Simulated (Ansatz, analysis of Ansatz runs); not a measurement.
# V_K centre (self-trapped hole) in LiF: local vibrational mode against experiment

How near does this set-up come to the measured local vibrational mode? Subject: V_K centre (self-trapped hole) in LiF. Set-up: PBE, 64-site cell, measured lattice, 420 eV, k: the single point 1/4 1/4 1/4. The model is a cell of 64 host atoms. The frequencies come from force constants among the defect atom and its neighbours, with the masses of the isotopes named. The measured lattice removes the functional's error in the volume.

Measured beforehand: Stretch of the F2- molecule: 437 cm⁻¹, by Raman (inelastic light scattering) (quoted in “Dependence of polaron migration barriers on the fraction of Fock exchange in hybrid functionals: A systematic study of Vk centers in alkali halides”, 2023, A. S. Tygesen, J. H. Chang, J. M. García-Lastra, quoting earlier work (1978)). The calculation is set beside it at the end.

Program: Ansatz 0.2.0. Level of theory: plane-wave PAW DFT, PBE; relaxation of all atoms of a defect supercell. Results are calculated unless marked as measured.

### Step 1. Set-up

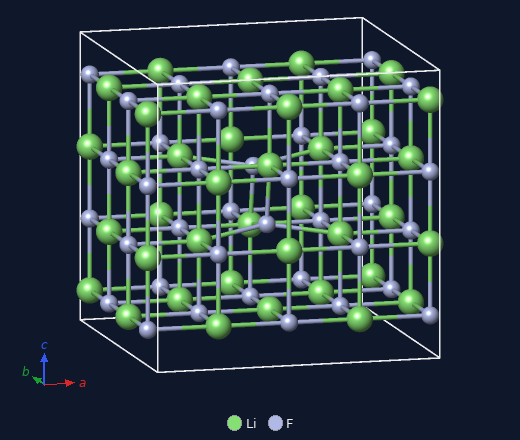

The cell as given, slightly off an axis (lithium green, fluorine light blue). Some periodic images of atoms are drawn too.

The cell holds 64 atoms: 32 Li and 32 F. Cell: a = 8.056 Å, b = 8.056 Å, c = 8.056 Å, α = 90.0°, β = 90.0°, γ = 90.0°. It derives from LiF (space group Fm-3m). Nearest the centre at fractional (0.250, 0.375, 0.375): F31 at 0.97 Å, F8 at 0.97 Å, Li19 at 1.42 Å, Li12 at 1.42 Å, F21 at 2.47 Å, Li25 at 2.47 Å, F14 at 2.47 Å, F46 at 2.47 Å. The cell carries charge +1.

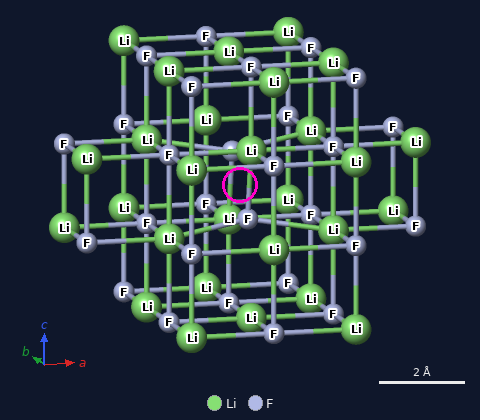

The atoms within 5 Å of the centre. A ring marks the centre wherever it is empty.

The host's primitive cell comes from a first run (plane-wave PAW DFT, PBE; relaxation of the host's atoms at the measured cell): vectors of 2.848, 2.848 and 2.848 Å. That is 8.17 Å³ an atom. The supercell is built on it.

### Step 2. Relaxation, charge +1

Every later number rests on the structure around the defect, so the atoms are relaxed at the host's lattice first.

Contents of relax/input.yaml:

```yaml
relax:
  f_tol: 0.01
  max_steps: 80
  random_displacement: { amplitude: 0.02, seed: 971 }
crystal:
  lattice:
    - [8.056, 0.0, 0.0]
    - [0.0, 8.056, 0.0]
    - [0.0, 0.0, 8.056]
  atoms:
    - { symbol: Li, position: [0.0, 0.0, 0.0] }
    - { symbol: Li, position: [0.0, 0.25, 0.25] }
    - { symbol: Li, position: [0.25, 0.0, 0.25] }
    - { symbol: Li, position: [0.25, 0.25, 0.0] }
    - { symbol: F, position: [0.0, 0.0, 0.25] }
    - { symbol: F, position: [0.0, 0.25, 0.0] }
    - { symbol: F, position: [0.25, 0.0, 0.0] }
    - { symbol: F, position: [0.25, 0.289424032, 0.289424032] }
    - { symbol: Li, position: [0.0, 0.0, 0.5] }
    - { symbol: Li, position: [0.0, 0.25, 0.75] }
    - { symbol: Li, position: [0.25, 0.0, 0.75] }
    - { symbol: Li, position: [0.25, 0.25, 0.5] }
    - { symbol: F, position: [0.0, 0.0, 0.75] }
    - { symbol: F, position: [0.0, 0.25, 0.5] }
    - { symbol: F, position: [0.25, 0.0, 0.5] }
    - { symbol: F, position: [0.25, 0.25, 0.75] }
    - { symbol: Li, position: [0.0, 0.5, 0.0] }
    - { symbol: Li, position: [0.0, 0.75, 0.25] }
    - { symbol: Li, position: [0.25, 0.5, 0.25] }
    - { symbol: Li, position: [0.25, 0.75, 0.0] }
    - { symbol: F, position: [0.0, 0.5, 0.25] }
    - { symbol: F, position: [0.0, 0.75, 0.0] }
    - { symbol: F, position: [0.25, 0.5, 0.0] }
    - { symbol: F, position: [0.25, 0.75, 0.25] }
    - { symbol: Li, position: [0.0, 0.5, 0.5] }
    - { symbol: Li, position: [0.0, 0.75, 0.75] }
    - { symbol: Li, position: [0.25, 0.5, 0.75] }
    - { symbol: Li, position: [0.25, 0.75, 0.5] }
    - { symbol: F, position: [0.0, 0.5, 0.75] }
    - { symbol: F, position: [0.0, 0.75, 0.5] }
    - { symbol: F, position: [0.25, 0.460575968, 0.460575968] }
    - { symbol: F, position: [0.25, 0.75, 0.75] }
    - { symbol: Li, position: [0.5, 0.0, 0.0] }
    - { symbol: Li, position: [0.5, 0.25, 0.25] }
    - { symbol: Li, position: [0.75, 0.0, 0.25] }
    - { symbol: Li, position: [0.75, 0.25, 0.0] }
    - { symbol: F, position: [0.5, 0.0, 0.25] }
    - { symbol: F, position: [0.5, 0.25, 0.0] }
    - { symbol: F, position: [0.75, 0.0, 0.0] }
    - { symbol: F, position: [0.75, 0.25, 0.25] }
    - { symbol: Li, position: [0.5, 0.0, 0.5] }
    - { symbol: Li, position: [0.5, 0.25, 0.75] }
    - { symbol: Li, position: [0.75, 0.0, 0.75] }
    - { symbol: Li, position: [0.75, 0.25, 0.5] }
    - { symbol: F, position: [0.5, 0.0, 0.75] }
    - { symbol: F, position: [0.5, 0.25, 0.5] }
    - { symbol: F, position: [0.75, 0.0, 0.5] }
    - { symbol: F, position: [0.75, 0.25, 0.75] }
    - { symbol: Li, position: [0.5, 0.5, 0.0] }
    - { symbol: Li, position: [0.5, 0.75, 0.25] }
    - { symbol: Li, position: [0.75, 0.5, 0.25] }
    - { symbol: Li, position: [0.75, 0.75, 0.0] }
    - { symbol: F, position: [0.5, 0.5, 0.25] }
    - { symbol: F, position: [0.5, 0.75, 0.0] }
    - { symbol: F, position: [0.75, 0.5, 0.0] }
    - { symbol: F, position: [0.75, 0.75, 0.25] }
    - { symbol: Li, position: [0.5, 0.5, 0.5] }
    - { symbol: Li, position: [0.5, 0.75, 0.75] }
    - { symbol: Li, position: [0.75, 0.5, 0.75] }
    - { symbol: Li, position: [0.75, 0.75, 0.5] }
    - { symbol: F, position: [0.5, 0.5, 0.75] }
    - { symbol: F, position: [0.5, 0.75, 0.5] }
    - { symbol: F, position: [0.75, 0.5, 0.5] }
    - { symbol: F, position: [0.75, 0.75, 0.75] }
total_charge: 1
basis:
  ecutwfc: 420
  xc_grid: 2
hamiltonian:
  xc: pbe
kpoints:
  mp_grid: { grid: [1, 1, 1], shift: [0.25, 0.25, 0.25] }
magnetization:
  spin_polarized: true
  initial_magnetization: 1
  spin_locking: { lock_magnetization: hard }
scf:
  occupations: { method: fermi_dirac, width: 0.01 }
  max_iter: 120
output:
  forces: true
checkpoint:
  write: "../relax.run"
  compress: false
  write_wavefunctions: true
  write_every: 100000
```

Run with:

```
$ ansatz run input.yaml --threads 2 --pin off --max-ram 3768MiB --backend cpu --events-out ev --progress --plain --runs-dir out
```

Numbers of over 12 decimals in the logs are rounded to 6 here.

Log:

```text
[... repeated set-up lines and file paths are left out, and long positions are rounded to six places ...]
Engine: ansatz 0.2.0, x86_64-unknown-linux-gnu
Pseudopotentials: kind: paw
Pseudopotential: Li, paw, valence charge 3, recommended cutoff 420 eV (normal), Li.paw.azcp
Pseudopotential: F, paw, valence charge 7, recommended cutoff 420 eV (normal), F.paw.azcp
Functional definition: PBE
  parameter kappa = 0.804
  parameter beta = 0.066725
  exchange = pbe_x(kappa = kappa, mu = beta*pi^2/3)
  correlation = pbe_c(beta = beta)
Crystal: 64 atoms, lattice volume = 522.827 Å³
Basis set: ecut = 420 eV, 10251 PW (Γ), exchange–correlation on 108×108×108 points (8 copies of the dense FFT grid, shifted against one another)
Bands: 224, of which v1, the nominal top of the filled ones, is band 160 counted from 1 (159 counted from 0)
Symmetry: 1 space group operations
k-points: 1
Non-local potential: Li, projectors of the file, l = 0: 3, l = 1: 2, l = 2: 1
Non-local potential: F, projectors of the file, l = 0: 2, l = 1: 2, l = 2: 1
PAW form: soft (Blöchl's): semilocal exchange-correlation on the pseudo side does not see the compensation charge
PAW one-centre angular grid: Li, 110 points (default); XC on 64 Gauss nodes
PAW one-centre angular grid: F, 110 points (default); XC on 64 Gauss nodes
Initial density: superposition of atomic densities (chi_scale 0.1, normalization cell, long waves kept (reshape's long-wave potential 0.11 eV rms))
Starting moments: Σ|m| = 1 μB on 64 of 64 sites
Initial wavefunctions: pseudopotential atomic-orbital guess
Functional: x = pbe(κ = 0.804, μ = 0.219515), c = pbe(β = 0.066725)
SCF iter   1: F=—  HF=-32516.891626 eV  |F-HF|=—  |Δ(HF+E_count)|=         —  Δρ=4.06e-2 (↑2.74e-2 ↓4.06e-2)  dr2=1.29e1  dr2_m=1.04e0  M=1.000 μB ∫|m|=1.046 μB  β_m=0.30  ethr=3.10e-3  ⟨swp⟩=6.0  Hψ=1932  notcnv=0  defer=48
preconditioner: auto → Resta (q_TF=auto, 2.513 Å⁻¹)  ε∞=2.8  [insulator: Δε(μ)=1.163 eV  Ē_g=19.397 eV  σ=0.010 eV  W_gap=1.00  n_scr=146 (ndim 8)  ℏωp=25.9 eV  f_vac=0.000  D(μ)=0.00/eV (n_scr^D=0)  ε∞_Penn≈2.8]
spin=Collinear: Resta preconditioning applied to the charge; magnetization (m = ρ↑ − ρ↓) channel mixes plain (no charge-response kernel on spin).
SCF iter   2: F=—  HF=-32516.407462 eV  |F-HF|=—  |Δ(HF+E_count)|=   4.84e-1  Δρ=2.56e-2 (↑2.12e-2 ↓2.56e-2)  dr2=5.83e0  dr2_m=3.66e-1  M=1.000 μB ∫|m|=1.028 μB  β_m=0.57  ethr=3.10e-3  ⟨swp⟩=2.0  Hψ=724  notcnv=0  defer=112
SCF iter   3: F=—  HF=-32516.595938 eV  |F-HF|=—  |Δ(HF+E_count)|=   1.88e-1  Δρ=1.25e-2 (↑6.45e-3 ↓1.25e-2)  dr2=1.43e0  dr2_m=8.67e-2  M=1.000 μB ∫|m|=1.061 μB  β_m=0.54  ethr=1.83e-3  ⟨swp⟩=2.0  Hψ=788  notcnv=0  defer=112
SCF iter   4: F=—  HF=-32517.135825 eV  |F-HF|=—  |Δ(HF+E_count)|=   5.40e-1  Δρ=2.77e-2 (↑1.83e-3 ↓2.77e-2)  dr2=4.23e0  dr2_m=9.23e-1  M=1.000 μB ∫|m|=1.163 μB  β_m=0.46  ethr=4.47e-4  ⟨swp⟩=3.0  Hψ=708  notcnv=0  defer=112  recentre
SCF iter   5: F=—  HF=-32516.761762 eV  |F-HF|=—  |Δ(HF+E_count)|=   3.74e-1  Δρ=2.24e-2 (↑2.46e-3 ↓2.24e-2)  dr2=2.71e0  dr2_m=6.39e-1  M=1.000 μB ∫|m|=1.140 μB  β_m=0.73  ethr=4.47e-4  ⟨swp⟩=2.0  Hψ=628  notcnv=0  defer=112
SCF iter   6: F=—  HF=-32516.845054 eV  |F-HF|=—  |Δ(HF+E_count)|=   8.33e-2  Δρ=2.29e-2 (↑2.13e-3 ↓2.29e-2)  dr2=3.18e0  dr2_m=6.04e-1  M=1.000 μB ∫|m|=1.135 μB  β_m=0.87  ethr=4.47e-4  ⟨swp⟩=2.0  Hψ=442  notcnv=0  defer=112
SCF iter   7: F=—  HF=-32516.712730 eV  |F-HF|=—  |Δ(HF+E_count)|=   1.32e-1  Δρ=1.96e-2 (↑2.75e-3 ↓1.96e-2)  dr2=2.46e0  dr2_m=3.85e-1  M=1.000 μB ∫|m|=1.100 μB  β_m=0.59  ethr=4.47e-4  ⟨swp⟩=2.0  Hψ=546  notcnv=0  defer=112
SCF iter   8: F=—  HF=-32516.770765 eV  |F-HF|=—  |Δ(HF+E_count)|=   5.80e-2  Δρ=1.54e-2 (↑1.33e-3 ↓1.54e-2)  dr2=1.39e0  dr2_m=2.75e-1  M=1.000 μB ∫|m|=1.104 μB  β_m=0.48  ethr=4.47e-4  ⟨swp⟩=2.0  Hψ=532  notcnv=0  defer=112
SCF iter   9: F=—  HF=-32516.719218 eV  |F-HF|=—  |Δ(HF+E_count)|=   5.15e-2  Δρ=1.38e-2 (↑5.84e-4 ↓1.38e-2)  dr2=1.11e0  dr2_m=2.23e-1  M=1.000 μB ∫|m|=1.099 μB  β_m=0.74  ethr=4.36e-4  ⟨swp⟩=1.5  Hψ=337  notcnv=0  defer=112
SCF iter  10: F=—  HF=-32516.658744 eV  |F-HF|=—  |Δ(HF+E_count)|=   6.05e-2  Δρ=1.02e-2 (↑3.38e-4 ↓1.02e-2)  dr2=6.10e-1  dr2_m=1.23e-1  M=1.000 μB ∫|m|=1.086 μB  β_m=0.67  ethr=3.49e-4  ⟨swp⟩=2.0  Hψ=428  notcnv=0  defer=112
SCF iter  11: F=—  HF=-32516.650100 eV  |F-HF|=—  |Δ(HF+E_count)|=   8.64e-3  Δρ=1.33e-2 (↑2.45e-4 ↓1.33e-2)  dr2=1.01e0  dr2_m=2.12e-1  M=1.000 μB ∫|m|=1.079 μB  β_m=0.50  ethr=1.91e-4  ⟨swp⟩=2.0  Hψ=432  notcnv=0  defer=112
SCF iter  12: F=—  HF=-32516.634960 eV  |F-HF|=—  |Δ(HF+E_count)|=   1.51e-2  Δρ=2.39e-3 (↑1.74e-4 ↓2.39e-3)  dr2=2.43e-2  dr2_m=6.78e-3  M=1.000 μB ∫|m|=1.063 μB  β_m=0.62  ethr=1.91e-4  ⟨swp⟩=1.0  Hψ=426  notcnv=0  defer=112
SCF iter  13: F=—  HF=-32516.637427 eV  |F-HF|=—  |Δ(HF+E_count)|=   2.47e-3  Δρ=4.07e-3 (↑6.22e-4 ↓4.07e-3)  dr2=1.03e-1  dr2_m=1.87e-2  M=1.000 μB ∫|m|=1.065 μB  β_m=0.72  ethr=7.61e-6  ⟨swp⟩=2.0  Hψ=570  notcnv=0  defer=112
SCF iter  14: F=—  HF=-32516.634406 eV  |F-HF|=—  |Δ(HF+E_count)|=   3.02e-3  Δρ=1.37e-3 (↑2.79e-4 ↓1.37e-3)  dr2=1.06e-2  dr2_m=2.11e-3  M=1.000 μB ∫|m|=1.062 μB  β_m=0.61  ethr=7.61e-6  ⟨swp⟩=2.0  Hψ=405  notcnv=0  defer=112
[...]
SCF iter  23: F=-32516.634662 eV  HF=-32516.634662 eV  |F-HF|=4.26e-9  |Δ(HF+E_count)|=  9.57e-10  Δρ=1.31e-6 (↑5.61e-7 ↓1.31e-6)  dr2=9.85e-9  dr2_m=1.99e-9  M=1.000 μB ∫|m|=1.061 μB  ethr=4.65e-11  ⟨swp⟩=2.0  Hψ=679  notcnv=0
SCF 1 converged in 23 iterations: F = -32516.634662 eV  dr2 = 9.85e-9
  greatest PAW one-centre occupation: 1.000 electrons in one spin orbital (limit 2), on the Li atom at site 11 (counted from 0), in its partial waves of l = 0
relax step   1: F+E_penalty+E_count = -32516.63466237 eV  Δ(F+E_penalty+E_count) = +0.000e0 eV  max|allowed force component| = 2.992e0 eV/Å  Δτ_max = 0.0000 Å  (23 SCF iters, dr2 threshold 2.50e-6 eV, accepted)
[...]
relax step   2: F+E_penalty+E_count = -32517.45161133 eV  Δ(F+E_penalty+E_count) = -8.169e-1 eV  max|allowed force component| = 1.789e0 eV/Å  Δτ_max = 0.1001 Å  (12 SCF iters, dr2 threshold 1.00e-4 eV, accepted)
relax step   3: F+E_penalty+E_count = -32518.11797621 eV  Δ(F+E_penalty+E_count) = -6.664e-1 eV  max|allowed force component| = 8.177e-1 eV/Å  Δτ_max = 0.2000 Å  (14 SCF iters, dr2 threshold 1.00e-4 eV, accepted)
relax step   4: F+E_penalty+E_count = -32518.31908463 eV  Δ(F+E_penalty+E_count) = -2.011e-1 eV  max|allowed force component| = 1.253e-2 eV/Å  Δτ_max = 0.1743 Å  (9 SCF iters, dr2 threshold 1.00e-4 eV, accepted)
relax step   5: F+E_penalty+E_count = -32518.31912249 eV  Δ(F+E_penalty+E_count) = -3.786e-5 eV  max|allowed force component| = 1.173e-2 eV/Å  Δτ_max = 0.0000 Å  (7 SCF iters, accepted)
[...]
relax step   6: F+E_penalty+E_count = -32518.31931096 eV  Δ(F+E_penalty+E_count) = -1.885e-4 eV  max|allowed force component| = 1.847e-3 eV/Å  Δτ_max = 0.0035 Å  (8 SCF iters, accepted)
NSCF: frozen V_eff on 1 k-points
the band table was solved once a step of the walk had ended and its energy, with any forces and stress, was formed, with the checks that follow a solve (2111 applications of the Hamiltonian). They found nothing against the state; [...]
SCF converged after 8 iterations
Stability checked in part: among states of this total moment the steps that led to this state did not find it unstable. No probe was made; neither looks for a lower state of another moment (fixed_total_moment; see scf.lower_state_search)
Magnetization: 1.0000 μB (160.0000 up, 159.0000 down)
Absolute magnetization: 1.0594 μB (∫|ρ↑−ρ↓|, with the PAW one-centre terms)
Spin contamination: 0.0002 ħ² per cell (⟨S²⟩ above its minimum at these occupations)
Per-site moments (μB) at R_I (Å): [(-9.246798635555282e-5, 0.830662), (-9.241021826018219e-5, 0.830619), (-9.266240781453827e-5, 0.830718), [... 61 left out ...]
Free energy (F): -32518.319311 eV
Harris-Foulkes:  -32518.319311 eV  (|F-HF|=1.19e-8)
Internal energy: -32518.305001 eV  (E = F + TS)
E sigma→0 (E₀):  -32518.312156 eV
Entropy (-TS):   -0.014310 eV (-0.224 meV/atom)
Fermi energy:    0.916463 (↑ 5.699190, ↓ 0.916463) eV
--- Per-component energies (eV) ---
  E_band       = -3780.837894
  E_kinetic    = 7362.307373
  E_local      = -20489.643757  (includes V_loc(G=0)·N_el)
  E_nonlocal   = 1291.529452
  E_hartree    = 7168.720441
  E_xc         = -2927.999418
  E_vxc        = -3755.548292  (∫ρ·V_xc dr)
  E_paw        = -7095.140137  (= ΣΔE_a)
  E_vpaw       = -2526.994564  (= ΣTr[D̂ρ^β])
  E_aug_tail   = 0.070821  (compensation charges beyond the density's cutoff)
  E_ewald      = -17828.149778
  E_smearing   = -0.014310  (= −TS)
  E_closure    = -0.000000  (closes the sum)
  E_deformation_potential = 15.560664  (in the stress; not in F)
  Σ components = -32518.319311   (vs F -32518.319311, Δ=0.00e0)
--- Forces (eV/Å), atoms counted from 1 ---
  atom   1  Li    -0.00095087     0.00055758    -0.00061091
  atom   2  Li     0.00139883     0.00045336    -0.00080202
  [... 5 atoms left out ...]
  atom   8  F      0.00015896    -0.00092024    -0.00008004
  [... 3 atoms left out ...]
  atom  12  Li     0.00017091     0.00015741     0.00032176
  [... 1 atom left out ...]
  atom  14  F     -0.00030497     0.00036960    -0.00043271
  [... 4 atoms left out ...]
  atom  19  Li     0.00037343     0.00037392    -0.00075106
  [... 1 atom left out ...]
  atom  21  F     -0.00090516    -0.00017004     0.00040795
  [... 3 atoms left out ...]
  atom  25  Li     0.00101553     0.00032182    -0.00011930
  [... 5 atoms left out ...]
  atom  31  F     -0.00039940     0.00019502     0.00080370
  [... 14 atoms left out ...]
  atom  46  F      0.00027312     0.00032771    -0.00023100
  [... 6 atoms left out ...]
  atom  53  F      0.00095604    -0.00043792     0.00013861
  [... 3 atoms left out ...]
  atom  57  Li    -0.00133913     0.00057992    -0.00107297
  [... 7 atoms left out ...]
  max |Σ_I F_I| component: 1.63e-3 eV/Å
--- Band table (eV) ---
  k-point 0 ↑: bands = ["-39.8351", "-39.8162", "-39.8160", "-39.8156", [... 216 left out ...] "18.9227", "18.9228", "18.9228", "19.2192"]
  k-point 0 ↓: bands = ["-39.8356", "-39.8168", "-39.8165", "-39.8162", [... 216 left out ...] "18.9274", "18.9274", "18.9274", "19.2259"]
--- Relaxed structure (6 steps of the walk, 6 accepted, 0 SCFs on fresh bases) ---
  F+E_penalty+E_count = -32518.31931096 eV   max|allowed force component| = 1.847e-3 eV/Å
  atoms:
    - { symbol: Li, position: [-2.0151081247406823e-6, 5.888055944699268e-5, 0.000301] }
    - { symbol: Li, position: [-7.721327273629562e-5, 0.250049, 0.250305] }
    [... 5 atoms left out ...]
    - { symbol: F, position: [0.249964, 0.250074, 0.250300] }
    [... 3 atoms left out ...]
    - { symbol: Li, position: [0.249966, 0.250057, 0.500281] }
    [... 1 atom left out ...]
    - { symbol: F, position: [-2.4100007935990088e-5, 0.250059, 0.500294] }
    [... 4 atoms left out ...]
    - { symbol: Li, position: [0.249971, 0.500061, 0.250301] }
    [... 1 atom left out ...]
    - { symbol: F, position: [-1.8629887545182023e-5, 0.500066, 0.250285] }
    [... 3 atoms left out ...]
    - { symbol: Li, position: [-5.373544711539884e-5, 0.500048, 0.500283] }
    [... 5 atoms left out ...]
    - { symbol: F, position: [0.249990, 0.500057, 0.500282] }
    [... 14 atoms left out ...]
    - { symbol: F, position: [0.499974, 0.250060, 0.500297] }
    [... 6 atoms left out ...]
    - { symbol: F, position: [0.499971, 0.500070, 0.250289] }
    [... 3 atoms left out ...]
    - { symbol: Li, position: [0.500032, 0.500058, 0.500318] }
    [... 7 atoms left out ...]
```

Elapsed: 100 s, on 2 threads of Intel Xeon Platinum 8488C (Sapphire Rapids), shared host; peak memory 1.5 GiB.

(Part 1 of 2 ends here.)

[Logs are printed without paths, hosts, clocks, repeated set-up lines and the standing remarks that a program may print on its own settings, such as how far it seeks lower states.]

[Hosts, paths, dates, database ids (printed as entryN), source tags and the programs' standing remarks are cut or masked in the printed files.]

[For some hosts the program warned that the k-mesh of the response run may be too coarse for force constants and the static dielectric constant; such warnings are not shown here.]
